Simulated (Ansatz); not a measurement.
**KCl: density, localisation and related maps**

```
CELL_PARAMETERS angstrom
4.34008 0.00000 0.00000
-2.17004 3.75862 0.00000
0.00000 0.00000 7.63597
ATOMIC_POSITIONS crystal
K 0.00000 0.00000 0.00000
K 0.00000 0.00000 0.50000
Cl 0.33333 0.66667 0.25000
Cl 0.66667 0.33333 0.75000
```

Space group P6₃/mmc; started from the NiAs prototype, which need not be the ambient phase.

All numbers below come from DFT, LDA, plane waves, PAW in Ansatz 0.2.0.

In a PAW calculation such maps are meaningful between the atoms, not at the nuclei.

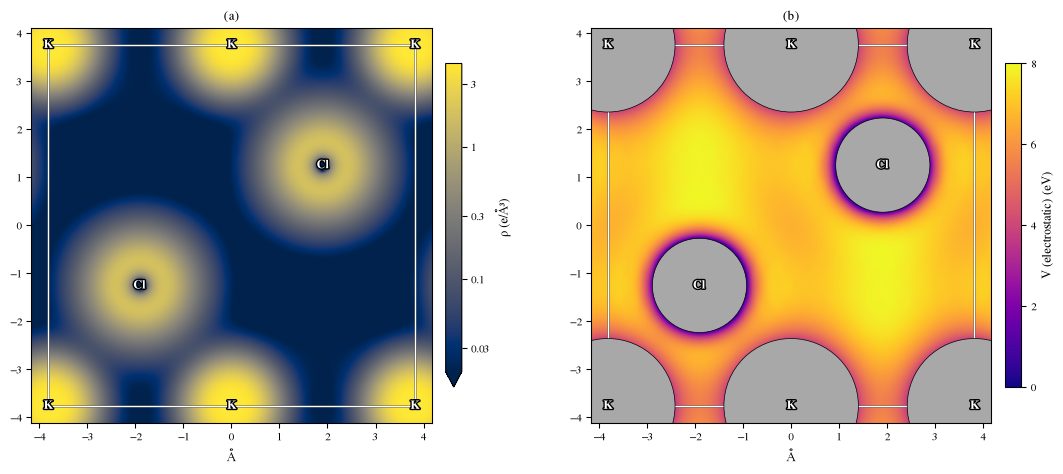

Figure 1. (a) valence electron density; (b) electrostatic potential energy of an electron on the (110) plane of the conventional cell. Grey discs cover the atomic cores in the potential map.

What does the map show?

Answer. The section cuts through K and Cl sites.
K–Cl (3.15 Å): ρ at the midpoint is about 0.09 e/Å³.
Between the atoms the lowest density in this plane is 0.006 e/Å³.
Outside the cores the potential energy rises away from the atoms and is highest about 1.8 Å from the nearest atoms; its zero is arbitrary.

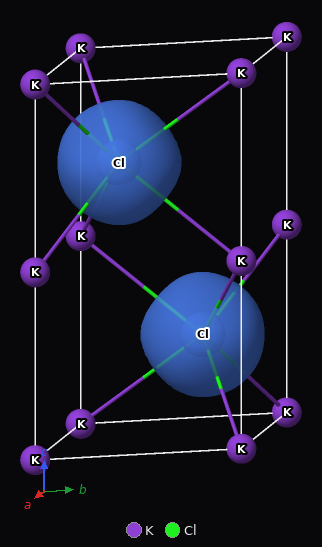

Figure 2. Isosurface of the electron localisation function at 0.75 (blue), seen slightly off an axis. Only the valence region is drawn (cores and ρ < 0.01 e/Å³ removed). Sticks mark near contacts.

Where are the electrons localised?

Answer. At this value the surface marks out two regions wrapped around Cl (the valence shell of each), counted in one cell of 4 atoms. Regions shared between cells count once. Along the contacts the grid gives the following. K–Cl (3.15 Å): the ELF is about 0.10 at the midpoint (a largely ionic contact).

Does the calculation give a band gap?

Answer. It is gapped, with a Kohn–Sham gap of 4.7 eV on the k-point mesh (the band edges may lie off the mesh, which would make the gap smaller).
